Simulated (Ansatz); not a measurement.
# BaTiO3: geometry relaxation (part 1 of 2)

System: BaTiO3 (Pm-3m, 5 atoms in the cell).
Method: DFT PBE, scalar-relativistic, plane waves, PAW, no spin polarisation (Ansatz 0.2.0).

The structure derives from an entry of the Crystallography Open Database.

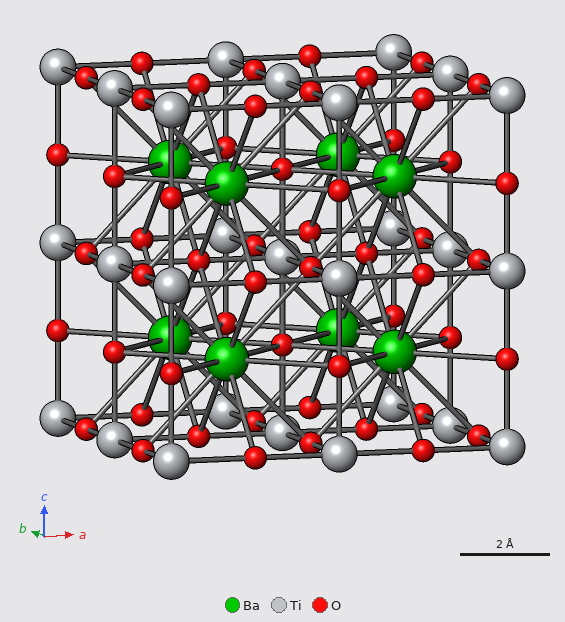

Figure 1. The input geometry (ball-and-stick view of the cell of the calculation, repeated 2 × 2 × 2, seen slightly off an axis). An atom can appear more than once, as a periodic image.

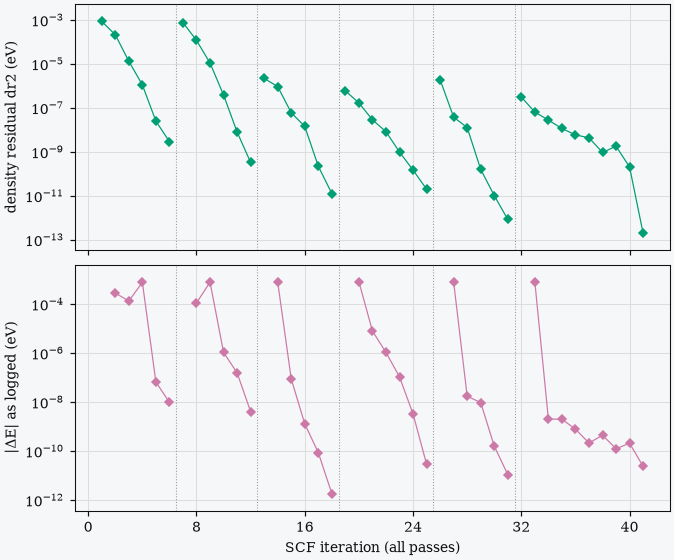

Figure 2. Convergence of the self-consistent field: density residual dr2 and size of the energy change against the SCF iteration. The dotted lines part the SCF passes of the relaxation: geometry steps, rejected trials and re-solves on a re-selected basis. The 6 passes take 6 to 10 iterations each, 41 in all.

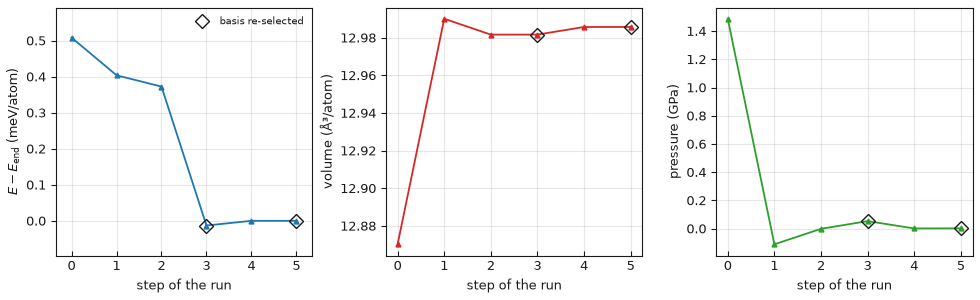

Figure 3. Progress of the relaxation, step by step (the first geometry is step 0 here and step 1 in the log). The atoms keep their places relative to the cell (all moves are under 0.005 Å). After 3 geometry steps the energy has fallen by 0.5 meV per atom. All forces vanish by symmetry, so only the cell relaxes. The pressure goes from 1.49 to 0.00 GPa. The basis was re-selected once at an unchanged geometry, which shifts the energy a little without any move. The energy change given includes the shifts at the re-selections in mid-walk, which come without any move. A last SCF at the same geometry on a re-selected plane-wave basis shifts the energy by next to nothing (0.0 meV per atom).

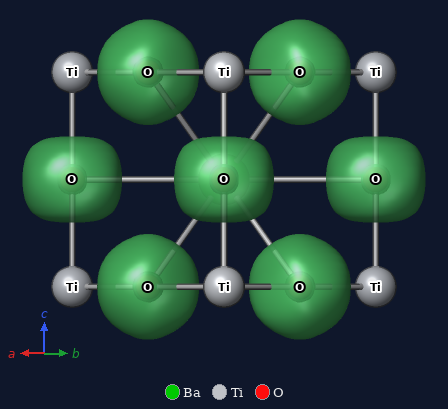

Figure 4. Isosurface of the electron localisation function at 0.6 (green), seen along [110]. Core shells and regions of very low density are left out. Sticks mark near contacts. The outline is the cell set on symmetry axes. Along the contacts the grid gives the following. Ti–O (2.01 Å): the ELF is about 0.20 at the midpoint. Ba–O (2.84 Å): the ELF is about 0.10 at the midpoint, which marks a contact without a shared pair. In a PAW calculation such maps are meaningful between the atoms, not at the nuclei.

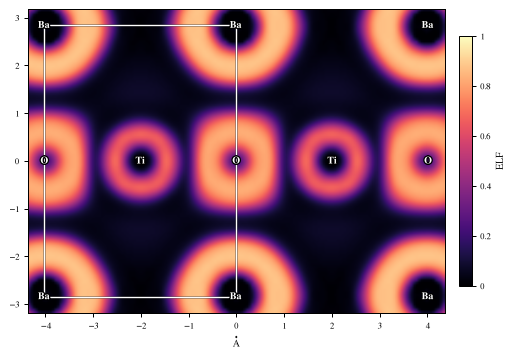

Figure 5. Electron localisation function on the (011) plane of the conventional cell. The section cuts through Ba, Ti and O sites. Ti–O (2.01 Å): the ELF is about 0.20 at the midpoint. The strong features right at Ba and Ti lie inside the PAW spheres (semicore, d or f shells) and say nothing about bonding.

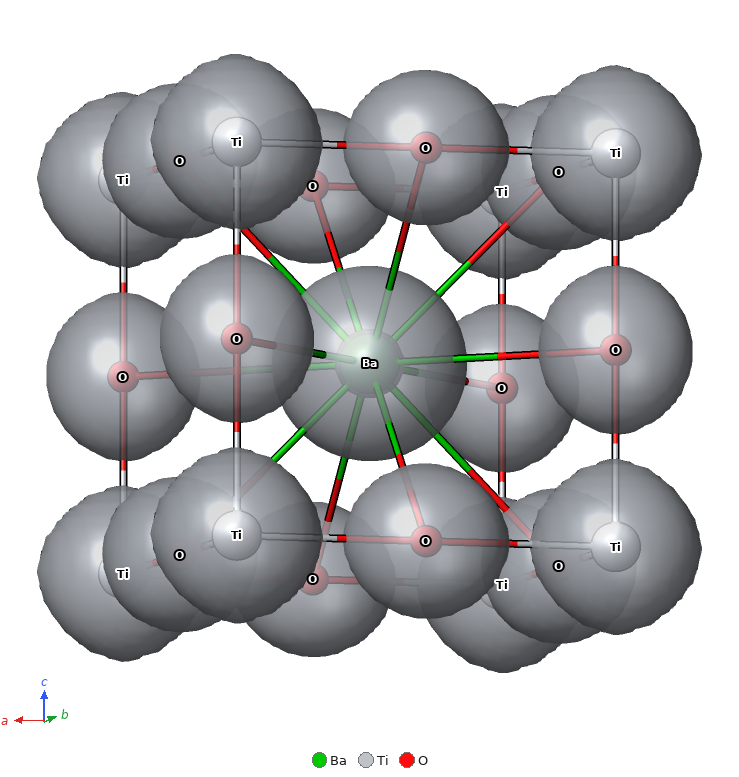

Figure 6. Isosurface of the valence charge density (pseudo) at 0.8 e/Å³ (grey), seen at an oblique angle. Sticks mark near contacts. The outline is the cell set on symmetry axes. At this value the density breaks into separate islands; it holds about 70 % of the electrons treated as valence (semicore included). It is pinched off along the Ti–O (2.01 Å) and Ba–O (2.84 Å) contacts. On the grid the lowest density along these lines, outside the cores, is 0.62 e/Å³ (Ti–O, 2.01 Å) and 0.17 e/Å³ (Ba–O, 2.84 Å).

These pictures come from the run below.

**Input**
```yaml
crystal:
  lattice:
    - [4.0073, 0.0, 0.0]
    - [0.0, 4.0073, 0.0]
    - [0.0, 0.0, 4.0073]
  atoms:
    - { symbol: Ba, position: [0.5, 0.5, 0.5] }
    - { symbol: Ti, position: [0.0, 0.0, 0.0] }
    - { symbol: O, position: [0.5, 0.0, 0.0] }
    - { symbol: O, position: [0.0, 0.5, 0.0] }
    - { symbol: O, position: [0.0, 0.0, 0.5] }
basis:
  ecutwfc: 420
kpoints:
  mp_grid: { grid: [8, 8, 8] }
hamiltonian:
  xc: pbe
scf:
  occupations: { method: gaussian, width: 0.02 }
output:
  forces: true
  stress: true
  eigenvalues: true
  write_density: true
  write_potential: true
  elf: true
  volumetric_format: npy
relax:
  adjacent_minimum: "off"
  f_tol: 0.005
  max_steps: 80
  cell: { stress_tol: 0.05 }
```

Launch command:
```bash
ansatz run input.yaml --threads 4 --pin off --max-ram 10240MiB --backend cpu --events-out ev --progress --plain --runs-dir out
```

**Output**
```
Engine: ansatz 0.2.0, x86_64-unknown-linux-gnu
Pseudopotentials: kind: paw
Pseudopotential: Ba, paw, valence charge 10, recommended cutoff 420 eV (normal), Ba.paw.azcp
Pseudopotential: Ti, paw, valence charge 12, recommended cutoff 420 eV (normal), Ti.paw.azcp
Pseudopotential: O, paw, valence charge 6, recommended cutoff 420 eV (normal), O.paw.azcp
Functional definition: PBE
  parameter kappa = 0.804
  parameter beta = 0.06672455060314922
  exchange = pbe_x(kappa = kappa, mu = beta*pi^2/3)
  correlation = pbe_c(beta = beta)
Crystal: 5 atoms, lattice volume = 64.351 Å³
Basis set: ecut = 420 eV, 1237 PW (Γ), exchange–correlation on 54×54×54 points (8 copies of the dense FFT grid, shifted against one another)
Bands: 25, of which v1, the nominal top of the filled ones, is band 20 counted from 1 (19 counted from 0)
Symmetry: 48 space group operations
Space group: Pm-3m (ITA 221), of the structure as read, at distance tolerance 4.0e-5 Å
k-points: 35 of 512
Non-local potential: Ba, projectors of the file, l = 0: 3, l = 1: 2, l = 2: 2, l = 3: 2
Non-local potential: Ti, projectors of the file, l = 0: 3, l = 1: 2, l = 2: 3, l = 3: 1
Non-local potential: O, projectors of the file, l = 0: 2, l = 1: 2, l = 2: 1
PAW form: soft (Blöchl's): semilocal exchange-correlation on the pseudo side does not see the compensation charge
PAW one-centre angular grid: Ba, 194 points (default); XC on 64 Gauss nodes
PAW one-centre angular grid: Ti, 590 points (default); XC on 64 Gauss nodes
PAW one-centre angular grid: O, 110 points (default); XC on 64 Gauss nodes
Initial density: superposition of atomic densities (neutral atoms: chi_scale 0, normalization atom), corrected by the library's trained network
Initial wavefunctions: pseudopotential atomic-orbital guess
Functional: x = pbe(κ = 0.804, μ = 0.2195149727645171), c = pbe(β = 0.06672455060314922)
SCF iter   1: F=—  HF=-10159.562722 eV  |F-HF|=—  |Δ(HF+E_count)|=         —  Δρ=1.60e-3  dr2=8.57e-4  ethr=1.77e-3  ⟨swp⟩=6.4  Hψ=4403  notcnv=0
preconditioner: auto → Resta (q_TF=auto, 2.520 Å⁻¹)  ε∞=5.9  [insulator: Δε(μ)=1.789 eV  Ē_g=11.803 eV  σ=0.020 eV  W_gap=1.00  n_scr=18 (ndim 8)  ℏωp=26.2 eV  f_vac=0.000  D(μ)=0.00/eV (n_scr^D=0)  ε∞_Penn≈5.9]
SCF iter   2: F=—  HF=-10159.563001 eV  |F-HF|=—  |Δ(HF+E_count)|=   2.80e-4  Δρ=7.73e-4  dr2=2.11e-4  ethr=2.14e-6  ⟨swp⟩=2.0  Hψ=1867  notcnv=0  defer=10
SCF iter   3: F=—  HF=-10159.563134 eV  |F-HF|=—  |Δ(HF+E_count)|=   1.33e-4  Δρ=1.08e-4  dr2=1.32e-5  ethr=5.28e-7  ⟨swp⟩=2.8  Hψ=1369  notcnv=0  defer=14
SCF iter   4: F=—  HF=-10159.563901 eV  |F-HF|=—  |Δ(HF+E_count)|=   7.67e-4  Δρ=4.55e-5  dr2=1.11e-6  ethr=3.29e-8  ⟨swp⟩=2.0  Hψ=1500  notcnv=0  defer=14
iter 5 did not close the SCF: its close was put off for the readings that it lacked (scf_convergence_deferred on its scf_iter line)
SCF iter   5: F=-10159.563901 eV  HF=-10159.563901 eV  |F-HF|=3.02e-9  |Δ(HF+E_count)|=   6.52e-8  Δρ=8.15e-6  dr2=2.50e-8  ethr=2.78e-9  ⟨swp⟩=2.1  Hψ=1327  notcnv=0  defer=14
SCF iter   6: F=-10159.563901 eV  HF=-10159.563901 eV  |F-HF|=1.18e-9  |Δ(HF+E_count)|=   9.73e-9  Δρ=3.16e-6  dr2=2.89e-9  ethr=6.25e-11  ⟨swp⟩=9.9  Hψ=6417  notcnv=0
SCF 1 converged in 6 iterations: F = -10159.563901 eV  dr2 = 2.89e-9
  greatest PAW one-centre occupation: 0.999 electrons in one spin orbital (limit 2), on the Ti atom at site 1 (counted from 0), in its partial waves of l = 0
relax step   1: F+E_penalty+E_count = -10159.56390110 eV  Δ(F+E_penalty+E_count) = +0.000e0 eV  max|allowed force component| = 1.154e-28 eV/Å  Δτ_max = 0.0000 Å  P = +1.487 GPa  Ω = 64.351 Å³  (6 SCF iters, dr2 threshold 1.00e-7 eV, accepted)
Crystal: 5 atoms, lattice volume = 64.950 Å³
Basis set: ecut = 420 eV, 1309 PW (Γ), exchange–correlation on 54×54×54 points (8 copies of the dense FFT grid, shifted against one another)
Initial density: handed on by an earlier stage of this run
Initial wavefunctions: those handed on with the density
iter 1 solved again at ethr=1.91e-6 eV; its pass at ethr=3.10e-3 eV (dr2=7.64e-4 eV) is discarded
SCF iter   1: F=—  HF=-10159.563755 eV  |F-HF|=—  |Δ(HF+E_count)|=         —  Δρ=1.18e-3  dr2=7.58e-4  ethr=1.91e-6  ⟨swp⟩=2.1  Hψ=4573  notcnv=0
preconditioner: auto → Resta (q_TF=auto, 2.517 Å⁻¹)  ε∞=5.9  [insulator: Δε(μ)=1.770 eV  Ē_g=11.752 eV  σ=0.020 eV  W_gap=1.00  n_scr=18 (ndim 8)  ℏωp=26.1 eV  f_vac=0.000  D(μ)=0.00/eV (n_scr^D=0)  ε∞_Penn≈5.9]
SCF iter   2: F=—  HF=-10159.563644 eV  |F-HF|=—  |Δ(HF+E_count)|=   1.11e-4  Δρ=4.19e-4  dr2=1.18e-4  ethr=1.90e-6  ⟨swp⟩=2.2  Hψ=1184  notcnv=0
SCF iter   3: F=—  HF=-10159.564423 eV  |F-HF|=—  |Δ(HF+E_count)|=   7.79e-4  Δρ=1.20e-4  dr2=1.09e-5  ethr=2.94e-7  ⟨swp⟩=2.4  Hψ=1326  notcnv=0
iter 4 did not close the SCF: its close was put off for the readings that it lacked (scf_convergence_deferred on its scf_iter line)
SCF iter   4: F=-10159.564424 eV  HF=-10159.564424 eV  |F-HF|=9.60e-9  |Δ(HF+E_count)|=   1.06e-6  Δρ=2.36e-5  dr2=3.84e-7  ethr=2.73e-8  ⟨swp⟩=2.3  Hψ=1252  notcnv=0
iter 5 did not close the SCF: its close was put off for the readings that it lacked (scf_convergence_deferred on its scf_iter line)
SCF iter   5: F=-10159.564424 eV  HF=-10159.564424 eV  |F-HF|=1.43e-9  |Δ(HF+E_count)|=   1.55e-7  Δρ=4.09e-6  dr2=7.97e-9  ethr=9.61e-10  ⟨swp⟩=2.2  Hψ=1414  notcnv=0
SCF iter   6: F=-10159.564424 eV  HF=-10159.564424 eV  |F-HF|=2.71e-10  |Δ(HF+E_count)|=   4.04e-9  Δρ=7.06e-7  dr2=3.28e-10  ethr=1.99e-11  ⟨swp⟩=5.9  Hψ=5339  notcnv=0
SCF 2 converged in 6 iterations: F = -10159.564424 eV  dr2 = 3.28e-10
relax step   2: F+E_penalty+E_count = -10159.56442423 eV  Δ(F+E_penalty+E_count) = -5.231e-4 eV  max|allowed force component| = 1.328e-29 eV/Å  Δτ_max = 0.0000 Å  P = -0.111 GPa  Ω = 64.950 Å³  energy of the carried Pulay correction = -2.026e-3 eV  (6 SCF iters, dr2 threshold 5.00e-7 eV, accepted)
Crystal: 5 atoms, lattice volume = 64.908 Å³
iter 1 solved again at ethr=5.86e-9 eV; its pass at ethr=3.10e-3 eV (dr2=2.34e-6 eV) is discarded
SCF iter   1: F=—  HF=-10159.563793 eV  |F-HF|=—  |Δ(HF+E_count)|=         —  Δρ=6.84e-5  dr2=2.18e-6  ethr=5.86e-9  ⟨swp⟩=2.0  Hψ=4494  notcnv=0
preconditioner: auto → Resta (q_TF=auto, 2.517 Å⁻¹)  ε∞=5.9  [insulator: Δε(μ)=1.786 eV  Ē_g=11.764 eV  σ=0.020 eV  W_gap=1.00  n_scr=18 (ndim 8)  ℏωp=26.1 eV  f_vac=0.000  D(μ)=0.00/eV (n_scr^D=0)  ε∞_Penn≈5.9]
SCF iter   2: F=—  HF=-10159.564581 eV  |F-HF|=—  |Δ(HF+E_count)|=   7.88e-4  Δρ=3.88e-5  dr2=9.32e-7  ethr=5.45e-9  ⟨swp⟩=2.0  Hψ=1577  notcnv=0
SCF iter   3: F=—  HF=-10159.564581 eV  |F-HF|=—  |Δ(HF+E_count)|=   8.76e-8  Δρ=8.70e-6  dr2=6.00e-8  ethr=2.33e-9  ⟨swp⟩=2.1  Hψ=1420  notcnv=0
iter 4 did not close the SCF: its close was put off for the readings that it lacked (scf_convergence_deferred on its scf_iter line)
SCF iter   4: F=-10159.564581 eV  HF=-10159.564581 eV  |F-HF|=8.97e-9  |Δ(HF+E_count)|=   1.28e-9  Δρ=4.18e-6  dr2=1.43e-8  ethr=1.50e-10  ⟨swp⟩=2.1  Hψ=1250  notcnv=0
iter 5 did not close the SCF: its close was put off for the readings that it lacked (scf_convergence_deferred on its scf_iter line)
SCF iter   5: F=-10159.564581 eV  HF=-10159.564581 eV  |F-HF|=9.28e-11  |Δ(HF+E_count)|=  8.55e-11  Δρ=8.03e-7  dr2=2.20e-10  ethr=3.58e-11  ⟨swp⟩=2.3  Hψ=1347  notcnv=0
SCF iter   6: F=-10159.564581 eV  HF=-10159.564581 eV  |F-HF|=3.64e-12  |Δ(HF+E_count)|=  1.82e-12  Δρ=1.60e-7  dr2=1.26e-11  ethr=1.00e-12  ⟨swp⟩=4.7  Hψ=4638  notcnv=0
SCF 3 converged in 6 iterations: F = -10159.564581 eV  dr2 = 1.26e-11
relax step   3: F+E_penalty+E_count = -10159.56458074 eV  Δ(F+E_penalty+E_count) = -1.565e-4 eV  max|allowed force component| = 1.030e-29 eV/Å  Δτ_max = 0.0000 Å  P = -0.001 GPa  Ω = 64.908 Å³  energy of the carried Pulay correction = -1.885e-3 eV  (6 SCF iters, accepted)
Initial wavefunctions: pseudopotential atomic-orbital guess (no wavefunctions were taken with the density)
iter 1 solved again at ethr=2.95e-8 eV; its pass at ethr=3.10e-3 eV (dr2=1.18e-5 eV) is discarded
```
